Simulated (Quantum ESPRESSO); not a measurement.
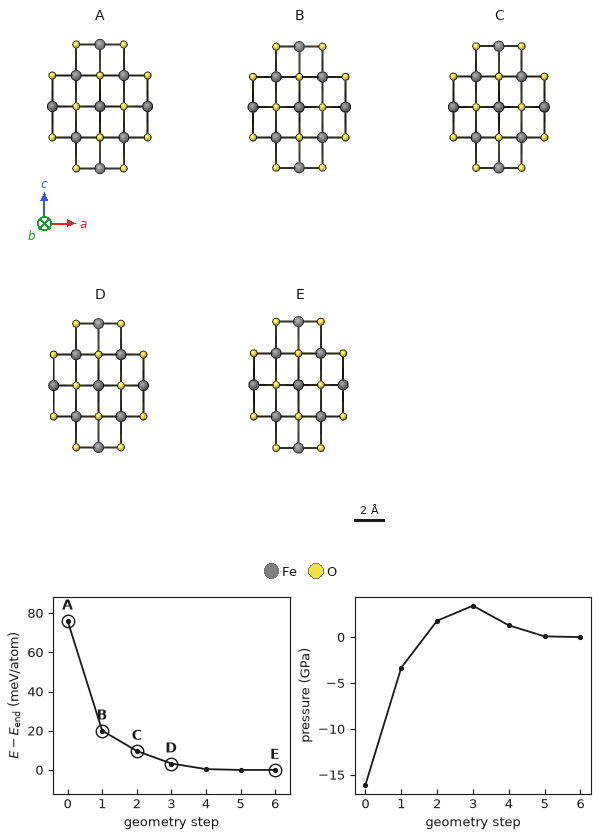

Frames of a relaxation of a crystal of FeO (set up in I4/mmm), marked on the history of the run. The picture is a ball-and-stick view of the conventional cell (2 times the calculation's cell), seen along the b axis. Lengths and directions refer to the drawn axes.

The run lets cell and atoms move.

Method: Kohn-Sham DFT of a periodic cell, PBEsol, GBRV 1.5 PBEsol (Quantum ESPRESSO 7.5).

The input:
```
&CONTROL
  calculation = 'vc-relax'
  prefix = 'pwscf'
  outdir = './tmp'
  pseudo_dir = './pseudo'
  tprnfor = .true.
  tstress = .true.
  disk_io = 'low'
  nstep = 40
  forc_conv_thr = 0.0004
  etot_conv_thr = 1d-05
/
&SYSTEM
  ibrav = 0
  nat = 2
  ntyp = 2
  ecutwfc = 56
  ecutrho = 448
  nbnd = 21
  occupations = 'smearing'
  smearing = 'fd'
  degauss = 0.00367493
  nspin = 2
  starting_magnetization(1) = 0.1875
  starting_magnetization(2) = 0
/
&ELECTRONS
  conv_thr = 4d-10
  electron_maxstep = 120
  mixing_beta = 0.3
/
&IONS
  ion_dynamics = 'bfgs'
/
&CELL
  cell_dynamics = 'bfgs'
  press = 0
  press_conv_thr = 0.3
/
ATOMIC_SPECIES
Fe    55.8450 fe_pbesol_v1.5.uspp.F.UPF
O     15.9990 o_pbesol_v1.2.uspp.F.UPF
CELL_PARAMETERS angstrom
  -1.6021034130    1.6021034130    2.0833922500
   1.6021034130   -1.6021034130    2.0833922500
   1.6021034130    1.6021034130   -2.0833922500
ATOMIC_POSITIONS crystal
Fe     0.0000000000    0.0000000000    0.0000000000
O      0.5000000000    0.5000000000    0.0000000000
K_POINTS automatic
10 10 10 0 0 0
```

Launched with:
```bash
OMP_NUM_THREADS=1 mpirun -n 2 pw.x -nk 2 -in pw.in > pw.out
```

Describe the path.

Over 6 geometry steps the energy falls by 76.1 meV per atom. All forces vanish by symmetry, so only the cell relaxes. Pressure: −16.09 GPa at the start and 0.01 GPa at the end. The atoms keep their places relative to the cell (all moves are under 0.005 Å). The drawn cell changes as follows: a = b 3.204 → 3.003 Å (−6.3 %), c 4.167 → 4.246 Å (+1.9 %); the volume changes by −10.5 %. Some distances before and after: Fe–O 2.266 → 2.124 Å, Fe–O 2.083 → 2.123 Å. The space group (tolerance 0.01 Å) goes from I4/mmm (No. 139) to Fm-3m (No. 225). From step 0 to 1: volume −8.0 %, energy −56.1 meV per atom. From step 1 to 2: volume −3.0 %, energy −10.4 meV per atom. From step 2 to 3: volume −1.1 %, energy −6.4 meV per atom. From step 3 to 6: volume +1.5 %, energy −3.3 meV per atom.
